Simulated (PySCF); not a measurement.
## Electronic structure of C$_{4}$H$_{9}$NO (SMILES CC(=O)N(C)C) in real space

The calculation's input:

```
{"job": {"kind": "nmr", "xc": "PBE0", "basis": "pcSseg-1", "pop": false}, "charge": 0, "multiplicity": 1}
C      1.965272    -0.061568     0.770971
C      0.928914    -0.027256    -0.320190
O      1.187519    -0.031739    -1.497446
N     -0.432320     0.012413     0.180351
C     -1.174505    -1.176679    -0.224557
C     -1.101090     1.246714    -0.217272
H      1.837971     0.821706     1.417592
H      2.980258    -0.091466     0.354269
H      1.784359    -0.938676     1.413281
H     -0.646037    -2.082770     0.111801
H     -2.164302    -1.166864     0.258090
H     -1.317821    -1.248328    -1.322265
H     -0.519157     2.117128     0.124957
H     -1.239056     1.333725    -1.314556
H     -2.090004     1.293661     0.264976
```

Launched as:

```sh
OMP_NUM_THREADS=1 python ens_run.py task.json out
```

Geometry: B3LYP-D3(BJ)/def2-SVP.

Method: PySCF 2.14.0, PBE0/pcSseg-1, SCF density, gas phase, non-relativistic.

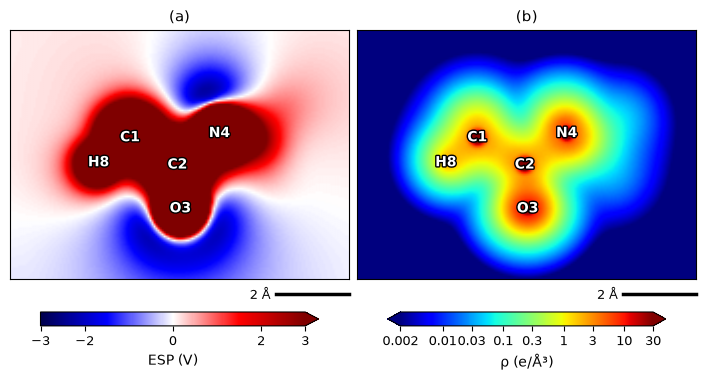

Figure 1. (a) molecular electrostatic potential; (b) electron density on the plane of atoms O3, C2 and N4.

**Describe what can be read from this map.**

- The section cuts through C, O, N and H sites.
- C–O (1.21 Å): ρ at the midpoint is about 3.3 e/Å³.
- C–N (1.45 Å): ρ at the midpoint is about 2 e/Å³.
- C–C (1.51 Å): ρ at the midpoint is about 1.7 e/Å³.
- C–H (1.10 Å): ρ at the midpoint is about 2 e/Å³.
- Outside the dense part of the molecule the potential is most negative (−2.3 V) near N4.

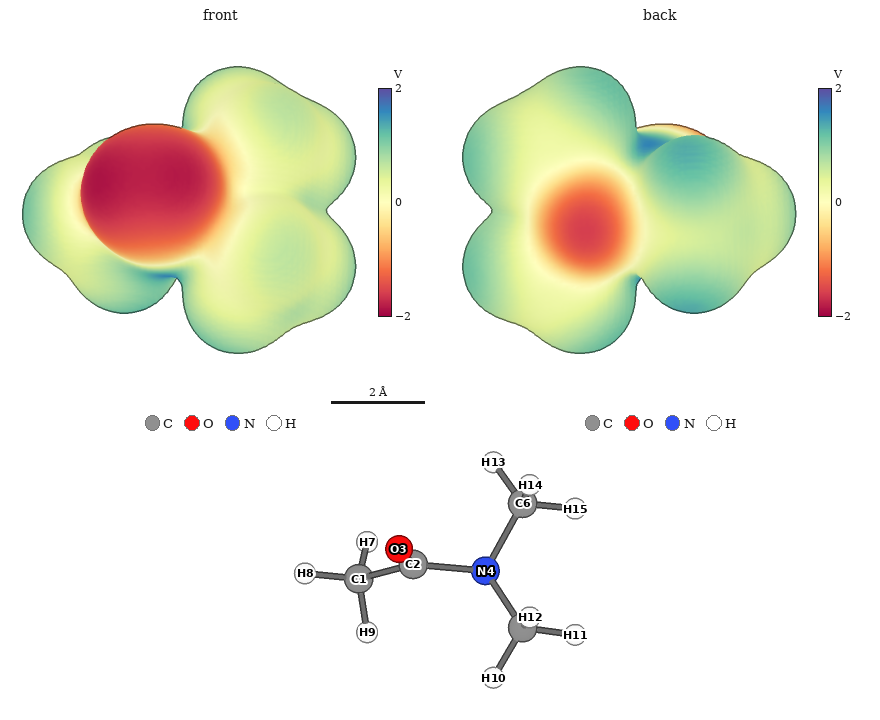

Figure 2. The molecular electrostatic potential painted on the density surface at 0.004 e/bohr³, seen from the front and from behind; the colour scale runs from red (negative) to blue (positive). The bare structure is drawn below in the same view.

**Which sites attract a positive test charge, and which a negative one?**

A positive charge is drawn to the negative regions and a negative charge to the positive ones. The most negative region (about −1.8 V, or −42 kcal/mol for a unit charge) lies over O3, the most positive (about +1.5 V, or +35 kcal/mol for a unit charge) over the π face of C2. O3 is the likeliest acceptor of a hydrogen bond.

**What dipole moment does the calculation give?**

Its dipole moment is 2.05 D.
